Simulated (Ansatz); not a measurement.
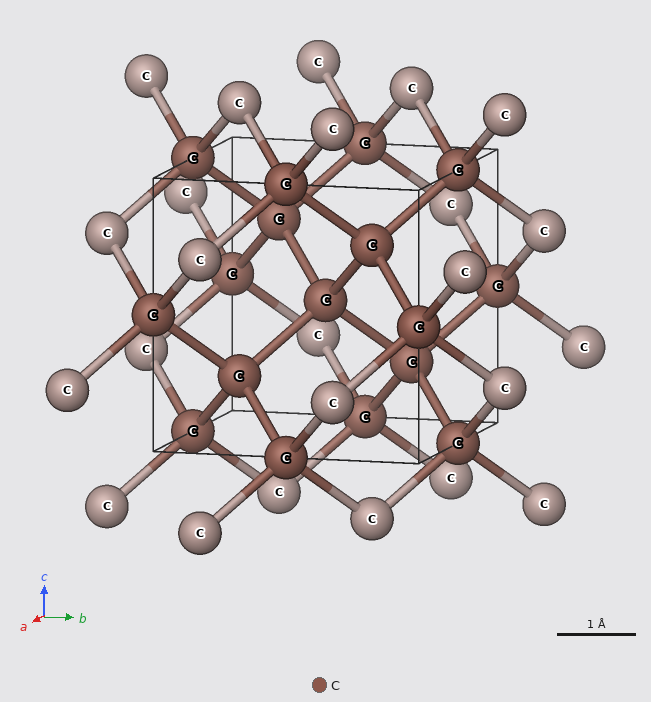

**Figure 1.** The input geometry (ball-and-stick view of the cell 4 times as large as that of the calculation, set on its symmetry axes, seen slightly off an axis; neighbours outside the cell are drawn fainter). An atom can appear more than once, as a periodic image.

Geometry relaxation of C

C (Fd-3m, 2 atoms in the cell), computed with DFT PBE, scalar-relativistic, plane waves, PAW, no spin polarisation (Ansatz 0.2.0).

The structure derives from an entry of the Crystallography Open Database.

The input:
```yaml
crystal:
  lattice:
    - [0.0, 1.7834, 1.7834]
    - [1.7834, 0.0, 1.7834]
    - [1.7834, 1.7834, 0.0]
  atoms:
    - { symbol: C, position: [0.5, 0.5, 0.5] }
    - { symbol: C, position: [0.75, 0.75, 0.75] }
basis:
  ecutwfc: 420
kpoints:
  mp_grid: { grid: [12, 12, 12] }
hamiltonian:
  xc: pbe
scf:
  occupations: { method: gaussian, width: 0.02 }
output:
  forces: true
  stress: true
  eigenvalues: true
  write_density: true
  write_potential: true
  elf: true
  volumetric_format: npy
relax:
  adjacent_minimum: "off"
  f_tol: 0.005
  max_steps: 80
  cell: { stress_tol: 0.05 }
```

Machine: 1 thread of Intel Xeon @ 3.00GHz (Skylake/Cascade Lake), 16 GiB of memory available, shared host.

Launched with:
```bash
ansatz run input.yaml --threads 1 --pin off --max-ram 2560MiB --backend cpu --events-out ev --progress --plain --runs-dir out
```

Output:
```
Engine: ansatz 0.2.0, x86_64-unknown-linux-gnu
Pseudopotentials: kind: paw
Pseudopotential: C, paw, valence charge 4, recommended cutoff 420 eV (normal), C.paw.azcp
Functional definition: PBE
  parameter kappa = 0.804
  parameter beta = 0.06672455060314922
  exchange = pbe_x(kappa = kappa, mu = beta*pi^2/3)
  correlation = pbe_c(beta = beta)
Crystal: 2 atoms, lattice volume = 11.344 Å³
Basis set: ecut = 420 eV, 229 PW (Γ), exchange–correlation on 36×36×36 points (8 copies of the dense FFT grid, shifted against one another)
Bands: 8, of which v1, the nominal top of the filled ones, is band 4 counted from 1 (3 counted from 0)
Symmetry: 48 space group operations
Space group: Fd-3m (ITA 227), of the structure as read, at distance tolerance 2.2e-5 Å
k-points: 72 of 1728
Non-local potential: C, projectors of the file, l = 0: 2, l = 1: 2, l = 2: 1
PAW form: soft (Blöchl's): semilocal exchange-correlation on the pseudo side does not see the compensation charge
PAW one-centre angular grid: C, 110 points (default); XC on 64 Gauss nodes
Initial density: superposition of atomic densities (neutral atoms: chi_scale 0, normalization atom), corrected by the library's trained network
Initial wavefunctions: pseudopotential atomic-orbital guess
Functional: x = pbe(κ = 0.804, μ = 0.2195149727645171), c = pbe(β = 0.06672455060314922)
SCF iter   1: F=—  HF=-501.615432 eV  |F-HF|=—  |Δ(HF+E_count)|=         —  Δρ=1.75e-3  dr2=9.15e-5  ethr=1.77e-3  ⟨swp⟩=5.2  Hψ=3782  notcnv=0
preconditioner: auto → none  [insulator: Δε(μ)=4.168 eV  Ē_g=19.631 eV  σ=0.020 eV  W_gap=1.00  n_scr=0 (ndim 8)  ℏωp=31.2 eV  f_vac=0.000  D(μ)=0.00/eV (n_scr^D=0)  ε∞_Penn≈3.5]
SCF iter   2: F=—  HF=-501.615534 eV  |F-HF|=—  |Δ(HF+E_count)|=   1.02e-4  Δρ=9.02e-4  dr2=2.51e-5  ethr=1.14e-6  ⟨swp⟩=2.1  Hψ=1416  notcnv=0
SCF iter   3: F=—  HF=-501.615587 eV  |F-HF|=—  |Δ(HF+E_count)|=   5.22e-5  Δρ=1.37e-4  dr2=1.37e-6  ethr=3.14e-7  ⟨swp⟩=2.1  Hψ=856  notcnv=0
SCF iter   4: F=—  HF=-501.615586 eV  |F-HF|=—  |Δ(HF+E_count)|=   4.57e-7  Δρ=6.20e-5  dr2=2.45e-7  ethr=1.71e-8  ⟨swp⟩=1.2  Hψ=603  notcnv=0
iter 5 did not close the SCF: its close was put off for the readings that it lacked (scf_convergence_deferred on its scf_iter line)
SCF iter   5: F=-501.615586 eV  HF=-501.615586 eV  |F-HF|=2.56e-11  |Δ(HF+E_count)|=   2.81e-8  Δρ=4.42e-6  dr2=9.30e-10  ethr=3.06e-9  ⟨swp⟩=2.4  Hψ=852  notcnv=0
SCF iter   6: F=-501.615586 eV  HF=-501.615586 eV  |F-HF|=7.50e-12  |Δ(HF+E_count)|=  1.41e-10  Δρ=5.21e-7  dr2=9.17e-12  ethr=1.16e-11  ⟨swp⟩=4.0  Hψ=2460  notcnv=0
SCF 1 converged in 6 iterations: F = -501.615586 eV  dr2 = 9.17e-12
  greatest PAW one-centre occupation: 0.644 electrons in one spin orbital (limit 2), on the C atom at site 1 (counted from 0), in its partial waves of l = 0
relax step   1: F+E_penalty+E_count = -501.61558606 eV  Δ(F+E_penalty+E_count) = +0.000e0 eV  max|allowed force component| = 2.776e-17 eV/Å  Δτ_max = 0.0000 Å  P = +1.760 GPa  Ω = 11.344 Å³  (6 SCF iters, accepted)
Crystal: 2 atoms, lattice volume = 11.372 Å³
Initial density: handed on by an earlier stage of this run
Initial wavefunctions: those handed on with the density
iter 1 solved again at ethr=4.72e-7 eV; its pass at ethr=3.10e-3 eV (dr2=3.78e-5 eV) is discarded
SCF iter   1: F=—  HF=-501.615629 eV  |F-HF|=—  |Δ(HF+E_count)|=         —  Δρ=6.16e-4  dr2=3.70e-5  ethr=4.72e-7  ⟨swp⟩=1.0  Hψ=4082  notcnv=0
preconditioner: auto → none  [insulator: Δε(μ)=4.152 eV  Ē_g=19.594 eV  σ=0.020 eV  W_gap=1.00  n_scr=0 (ndim 8)  ℏωp=31.1 eV  f_vac=0.000  D(μ)=0.00/eV (n_scr^D=0)  ε∞_Penn≈3.5]
SCF iter   2: F=—  HF=-501.615619 eV  |F-HF|=—  |Δ(HF+E_count)|=   9.76e-6  Δρ=2.50e-4  dr2=6.39e-6  ethr=4.62e-7  ⟨swp⟩=1.0  Hψ=578  notcnv=0
iter 3 did not close the SCF: its close was put off for the readings that it lacked (scf_convergence_deferred on its scf_iter line)
SCF iter   3: F=-501.615618 eV  HF=-501.615618 eV  |F-HF|=2.81e-8  |Δ(HF+E_count)|=   1.63e-6  Δρ=2.05e-5  dr2=2.79e-8  ethr=7.98e-8  ⟨swp⟩=2.0  Hψ=864  notcnv=0
iter 4 did not close the SCF: its close was put off for the readings that it lacked (scf_convergence_deferred on its scf_iter line)
SCF iter   4: F=-501.615618 eV  HF=-501.615618 eV  |F-HF|=6.96e-10  |Δ(HF+E_count)|=   3.14e-8  Δρ=4.17e-6  dr2=1.71e-9  ethr=3.49e-10  ⟨swp⟩=2.2  Hψ=850  notcnv=0
iter 5 did not close the SCF: its close was put off for the readings that it lacked (scf_convergence_deferred on its scf_iter line)
SCF iter   5: F=-501.615618 eV  HF=-501.615618 eV  |F-HF|=5.34e-12  |Δ(HF+E_count)|=  5.06e-10  Δρ=3.89e-7  dr2=1.35e-11  ethr=2.14e-11  ⟨swp⟩=2.0  Hψ=863  notcnv=0
SCF iter   6: F=-501.615618 eV  HF=-501.615618 eV  |F-HF|=5.68e-14  |Δ(HF+E_count)|=  5.40e-12  Δρ=2.47e-8  dr2=5.30e-14  ethr=1.00e-12  ⟨swp⟩=3.9  Hψ=2197  notcnv=0
SCF 2 converged in 6 iterations: F = -501.615618 eV  dr2 = 5.30e-14
  greatest PAW one-centre occupation: 0.643 electrons in one spin orbital (limit 2), on the C atom at site 1 (counted from 0), in its partial waves of l = 0
relax step   2: F+E_penalty+E_count = -501.61561775 eV  Δ(F+E_penalty+E_count) = -3.170e-5 eV  max|allowed force component| = 2.220e-16 eV/Å  Δτ_max = 0.0000 Å  P = +0.678 GPa  Ω = 11.372 Å³  energy of the carried Pulay correction = -1.767e-4 eV  (6 SCF iters, dr2 threshold 2.00e-7 eV, accepted)
Crystal: 2 atoms, lattice volume = 11.389 Å³
iter 1 solved again at ethr=1.86e-7 eV; its pass at ethr=3.10e-3 eV (dr2=1.49e-5 eV) is discarded
SCF iter   1: F=—  HF=-501.615548 eV  |F-HF|=—  |Δ(HF+E_count)|=         —  Δρ=3.86e-4  dr2=1.45e-5  ethr=1.86e-7  ⟨swp⟩=1.0  Hψ=4081  notcnv=0
preconditioner: auto → none  [insulator: Δε(μ)=4.149 eV  Ē_g=19.572 eV  σ=0.020 eV  W_gap=1.00  n_scr=0 (ndim 8)  ℏωp=31.1 eV  f_vac=0.000  D(μ)=0.00/eV (n_scr^D=0)  ε∞_Penn≈3.5]
SCF iter   2: F=—  HF=-501.615544 eV  |F-HF|=—  |Δ(HF+E_count)|=   3.65e-6  Δρ=1.57e-4  dr2=2.51e-6  ethr=1.82e-7  ⟨swp⟩=1.0  Hψ=578  notcnv=0
iter 3 did not close the SCF: its close was put off for the readings that it lacked (scf_convergence_deferred on its scf_iter line)
SCF iter   3: F=-501.615543 eV  HF=-501.615543 eV  |F-HF|=1.10e-8  |Δ(HF+E_count)|=   6.43e-7  Δρ=1.28e-5  dr2=1.10e-8  ethr=3.14e-8  ⟨swp⟩=2.0  Hψ=864  notcnv=0
iter 4 did not close the SCF: its close was put off for the readings that it lacked (scf_convergence_deferred on its scf_iter line)
SCF iter   4: F=-501.615543 eV  HF=-501.615543 eV  |F-HF|=2.78e-10  |Δ(HF+E_count)|=   1.23e-8  Δρ=2.63e-6  dr2=6.83e-10  ethr=1.38e-10  ⟨swp⟩=2.2  Hψ=851  notcnv=0
iter 5 did not close the SCF: its close was put off for the readings that it lacked (scf_convergence_deferred on its scf_iter line)
SCF iter   5: F=-501.615543 eV  HF=-501.615543 eV  |F-HF|=2.16e-12  |Δ(HF+E_count)|=  2.02e-10  Δρ=2.47e-7  dr2=5.47e-12  ethr=8.54e-12  ⟨swp⟩=2.0  Hψ=864  notcnv=0
SCF iter   6: F=-501.615543 eV  HF=-501.615543 eV  |F-HF|=5.68e-14  |Δ(HF+E_count)|=  1.65e-12  Δρ=1.56e-8  dr2=2.13e-14  ethr=1.00e-12  ⟨swp⟩=3.5  Hψ=2065  notcnv=0
SCF 3 converged in 6 iterations: F = -501.615543 eV  dr2 = 2.13e-14
relax step   3: F+E_penalty+E_count = -501.61554343 eV  Δ(F+E_penalty+E_count) = +7.432e-5 eV  max|allowed force component| = 2.313e-16 eV/Å  Δτ_max = 0.0000 Å  P = +0.003 GPa  Ω = 11.389 Å³  energy of the carried Pulay correction = -2.876e-4 eV  (6 SCF iters, dr2 threshold 2.00e-7 eV, accepted)
Initial wavefunctions: pseudopotential atomic-orbital guess (no wavefunctions were taken with the density)
iter 1 solved again at ethr=2.10e-8 eV; its pass at ethr=3.10e-3 eV (dr2=1.68e-6 eV) is discarded
SCF iter   1: F=—  HF=-501.615748 eV  |F-HF|=—  |Δ(HF+E_count)|=         —  Δρ=2.52e-5  dr2=1.04e-8  ethr=2.10e-8  ⟨swp⟩=3.4  Hψ=5567  notcnv=0
preconditioner: auto → none  [insulator: Δε(μ)=4.151 eV  Ē_g=19.571 eV  σ=0.020 eV  W_gap=1.00  n_scr=0 (ndim 8)  ℏωp=31.1 eV  f_vac=0.000  D(μ)=0.00/eV (n_scr^D=0)  ε∞_Penn≈3.5]
SCF iter   2: F=—  HF=-501.615749 eV  |F-HF|=—  |Δ(HF+E_count)|=   9.13e-7  Δρ=1.26e-5  dr2=2.36e-9  ethr=1.30e-10  ⟨swp⟩=2.0  Hψ=801  notcnv=0
iter 3 did not close the SCF: its close was put off for the readings that it lacked (scf_convergence_deferred on its scf_iter line)
SCF iter   3: F=-501.615749 eV  HF=-501.615749 eV  |F-HF|=1.71e-11  |Δ(HF+E_count)|=   5.33e-9  Δρ=6.42e-7  dr2=8.04e-12  ethr=2.95e-11  ⟨swp⟩=2.4  Hψ=842  notcnv=0
iter 4 did not close the SCF: its close was put off for the readings that it lacked (scf_convergence_deferred on its scf_iter line)
SCF iter   4: F=-501.615749 eV  HF=-501.615749 eV  |F-HF|=1.71e-13  |Δ(HF+E_count)|=  1.90e-11  Δρ=2.53e-8  dr2=1.92e-14  ethr=1.00e-12  ⟨swp⟩=1.0  Hψ=576  notcnv=0
iter 5 did not close the SCF: its close was put off for the readings that it lacked (scf_convergence_deferred on its scf_iter line)
SCF iter   5: F=-501.615749 eV  HF=-501.615749 eV  |F-HF|=5.68e-14  |Δ(HF+E_count)|=  5.68e-14  Δρ=4.91e-9  dr2=1.93e-15  ethr=1.00e-12  ⟨swp⟩=1.0  Hψ=576  notcnv=0
iter 6 did not close the SCF: its close was put off for the readings that it lacked (scf_convergence_deferred on its scf_iter line)
SCF iter   6: F=-501.615749 eV  HF=-501.615749 eV  |F-HF|=0.00e0  |Δ(HF+E_count)|=  5.68e-14  Δρ=5.93e-10  dr2=2.14e-17  ethr=1.00e-12  ⟨swp⟩=1.0  Hψ=576  notcnv=0
SCF iter   7: F=-501.615749 eV  HF=-501.615749 eV  |F-HF|=2.27e-13  |Δ(HF+E_count)|=  1.14e-13  Δρ=1.85e-10  dr2=3.57e-18  ethr=1.00e-12  ⟨swp⟩=1.9  Hψ=1581  notcnv=0
SCF 4 converged in 7 iterations: F = -501.615749 eV  dr2 = 3.57e-18
relax step   4: F+E_penalty+E_count = -501.61574920 eV  Δ(F+E_penalty+E_count) = -2.058e-4 eV  max|allowed force component| = 2.405e-16 eV/Å  Δτ_max = 0.0000 Å  P = +0.043 GPa  Ω = 11.389 Å³  stress off target by 4.31e-2 GPa  SCF on the basis re-selected at this cell (its energy is not comparable with the rows above)  (7 SCF iters)
```

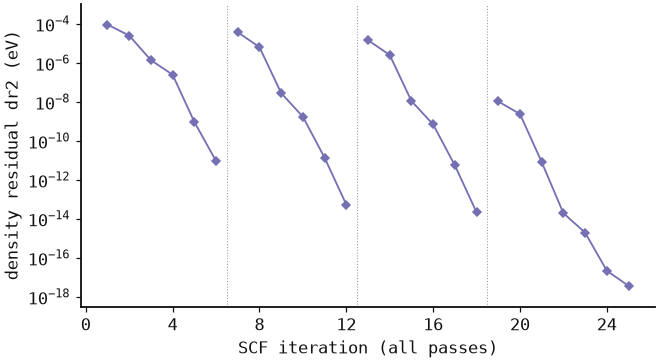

**Figure 2.** Convergence of the self-consistent field: density residual dr2 against the SCF iteration. The dotted lines part the SCF passes of the relaxation: geometry steps, rejected trials and re-solves on a re-selected basis. The passes take 6, 6, 6 and 7 iterations.

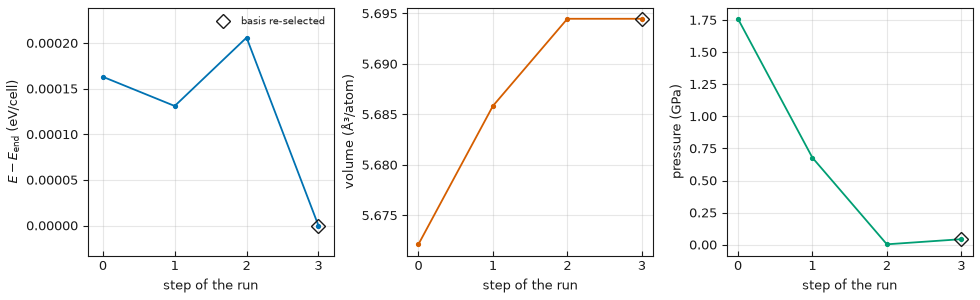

**Figure 3.** Progress of the relaxation, step by step (the first geometry is step 0 here and step 1 in the log). After 2 geometry steps the energy has risen by next to nothing (0.0 meV per cell of the calculation). All forces vanish by symmetry, so only the cell relaxes. Pressure: 1.76 GPa at the start and 0.04 GPa at the end. No atom moves by more than 0.005 Å relative to the cell. Cell: a = b = c 3.567 → 3.571 Å (+0.1 %). Volume +0.4 %. The space group stays Fd-3m (No. 227). A last SCF at the same geometry on a re-selected plane-wave basis shifts the energy by −0.2 meV per cell of the calculation.

```
basis re-selected at this cell: Δ(F+E_penalty+E_count) = -2.058e-4 eV, ΔP = +0.040 GPa vs the last step (what re-selecting the basis moved, of the pressure what is left beyond the Pulay correction that the steps carried, after the strain that the cell walked since its last selection, with what the two solves' SCF thresholds leave and, on support functions, any second-order correction that the steps lacked; it is no measure of the basis error at this ecutwfc). This SCF's stress stands 4.31e-2 GPa from its target on what of the cell is left free (relax.cell.stress_tol is 5.00e-2 GPa) and its largest allowed force component is 2.41e-16 eV/Å (relax.f_tol is 5.00e-3 eV/Å): within both
SCF converged after 7 iterations
Free energy (F): -501.615749 eV
Harris-Foulkes:  -501.615749 eV  (|F-HF|=2.27e-13)
Internal energy: -501.615749 eV  (E = F + TS)
E sigma→0 (E₀):  -501.615749 eV
Fermi energy:    15.320385 eV
--- Per-component energies (eV) ---
  E_band       = 34.328597
  E_kinetic    = 184.261804
  E_local      = -122.690429  (includes V_loc(G=0)·N_el)
  E_nonlocal   = 53.268451
  E_hartree    = 26.824163
  E_xc         = -97.360181
  E_vxc        = -120.863511  (∫ρ·V_xc dr)
  E_paw        = -198.419539  (= ΣΔE_a)
  E_vpaw       = -13.296062  (= ΣTr[D̂ρ^β])
  E_aug_tail   = 0.000018  (compensation charges beyond the density's cutoff)
  E_ewald      = -347.500036
  E_smearing   = -0.000000  (= −TS)
  E_closure    = 0.000000  (closes the sum)
  Σ components = -501.615749   (vs F -501.615749, Δ=0.00e0)
--- Forces (eV/Å), atoms counted from 1 ---
  atom   1  C     -0.00000000     0.00000000    -0.00000000
  atom   2  C      0.00000000     0.00000000    -0.00000000
  max |Σ_I F_I| component: 5.55e-17 eV/Å
--- Stress (GPa, compression-positive) ---
        0.043128      -0.000000      -0.000000
       -0.000000       0.043128      -0.000000
       -0.000000      -0.000000       0.043128
  P = ⅓ Tr σ = 0.0431 GPa (0.431 kbar)
--- Band table (eV; the first three rows and the last of 72) ---
  k-point 0: bands = ["-8.1809", "13.2449", "13.2449", "13.2449", "18.8277", "18.8277", "18.8277", "26.4322"]
  k-point 1: bands = ["-7.9891", "12.0210", "12.9225", "12.9225", "19.2486", "19.2486", "19.5376", "26.6018"]
  k-point 2: bands = ["-7.4164", "9.4975", "12.2229", "12.2229", "20.1632", "20.1632", "20.6114", "27.0914"]
  k-point 71: bands = ["1.2895", "1.2895", "4.9519", "4.9519", "23.8499", "23.8499", "25.4972", "25.4972"]
--- Relaxed structure (3 steps of the walk, 3 accepted, 1 SCFs on fresh bases) ---
  F+E_penalty+E_count = -501.61574920 eV   max|allowed force component| = 2.405e-16 eV/Å   (the final SCF, on the basis selected at the relaxed cell)
  cell:  # Å, volume = 11.3889 Å³
    - [-1.0549012411854151e-34, 1.7857375320012476, 1.7857375320012476]
    - [1.7857375320012476, 6.488637823140478e-35, 1.7857375320012476]
    - [1.7857375320012476, 1.7857375320012476, 5.573063160979552e-35]
  atoms:
    - { symbol: C, position: [0.5, 0.5, 0.5] }
    - { symbol: C, position: [0.7499999999999999, 0.7499999999999999, 0.7499999999999999] }
```

Trajectory as extended XYZ (Å, eV, eV/Å), 4 frames, from step=1 to step=4:
```
2
Lattice="0.0000 1.7834 1.7834 1.7834 0.0000 1.7834 1.7834 1.7834 0.0000" Properties=species:S:1:pos:R:3:forces:R:3 step=1 energy=-501.61559 pressure_GPa=1.76
C     1.7834    1.7834    1.7834    0.0000   0.0000   0.0000
C     2.6751    2.6751    2.6751    0.0000   0.0000   0.0000
2
Lattice="0.0000 1.7848 1.7848 1.7848 0.0000 1.7848 1.7848 1.7848 0.0000" Properties=species:S:1:pos:R:3:forces:R:3 step=2 energy=-501.61562 pressure_GPa=0.68
C     1.7848    1.7848    1.7848    0.0000   0.0000   0.0000
C     2.6773    2.6773    2.6773    0.0000   0.0000   0.0000
2
Lattice="0.0000 1.7857 1.7857 1.7857 0.0000 1.7857 1.7857 1.7857 0.0000" Properties=species:S:1:pos:R:3:forces:R:3 step=3 energy=-501.61554 pressure_GPa=0.00
C     1.7857    1.7857    1.7857    0.0000   0.0000   0.0000
C     2.6786    2.6786    2.6786    0.0000   0.0000   0.0000
2
Lattice="0.0000 1.7857 1.7857 1.7857 0.0000 1.7857 1.7857 1.7857 0.0000" Properties=species:S:1:pos:R:3:forces:R:3 step=4 energy=-501.61575 pressure_GPa=0.04
C     1.7857    1.7857    1.7857    0.0000   0.0000   0.0000
C     2.6786    2.6786    2.6786    0.0000   0.0000   0.0000
```

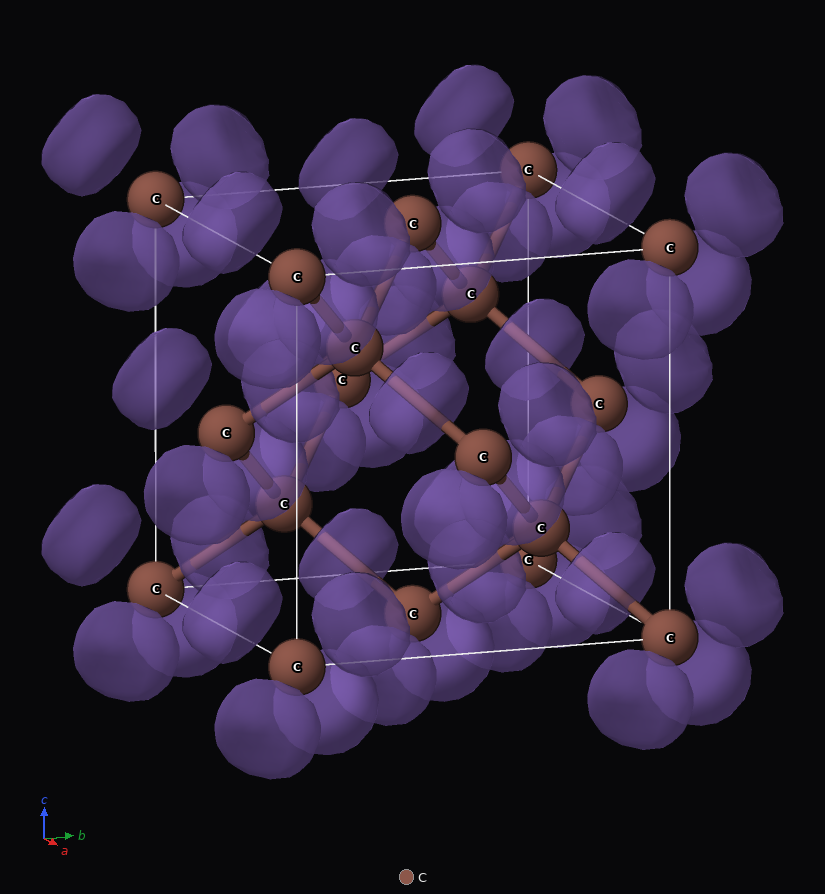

**Figure 4.** Isosurface of the electron localisation function at 0.75 (purple), seen slightly off an axis. Core shells and regions of very low density are left out. Sticks mark near contacts. The outline is the cell set on symmetry axes. Along the contacts the grid gives the following. Core electrons are frozen (PAW), so the fields are smoothed inside the atomic spheres.

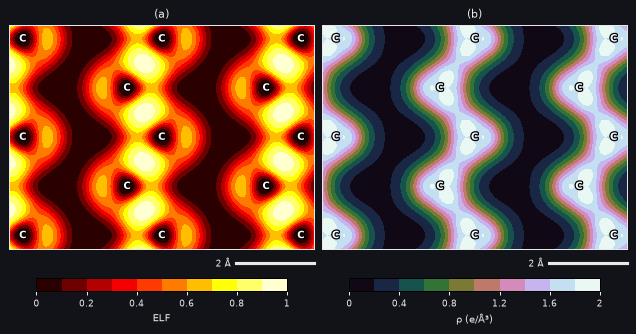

**Figure 5.** (a) ELF; (b) valence pseudo-density on the (101) plane of the conventional cell. The section cuts through C sites. C–C (1.55 Å): the density is about 1.6 e/Å³ at the midpoint; the ELF peaks at about 0.95 between the atoms, which marks localised, shared-pair bonding. Away from the nuclei the density in this plane falls to 0.09 e/Å³ at its lowest.

Summary:

```tsv
quantity	value
outcome	converged
space group (tolerance 0.01 Å)	Fd-3m (227)
electrons treated	8
free energy	−501.6157 eV
Fermi energy	15.320 eV
gap on the k-point mesh	4.15 eV
pressure	0.04 GPa
final volume	11.39 Å³
largest force (length of the vector) at the end	under 0.001 eV/Å
final cell	a = 2.525 Å, b = 2.525 Å, c = 2.525 Å, α = 60.00°, β = 60.00°, γ = 60.00°
wall time	2.8 s
peak memory	0.34 GiB
```
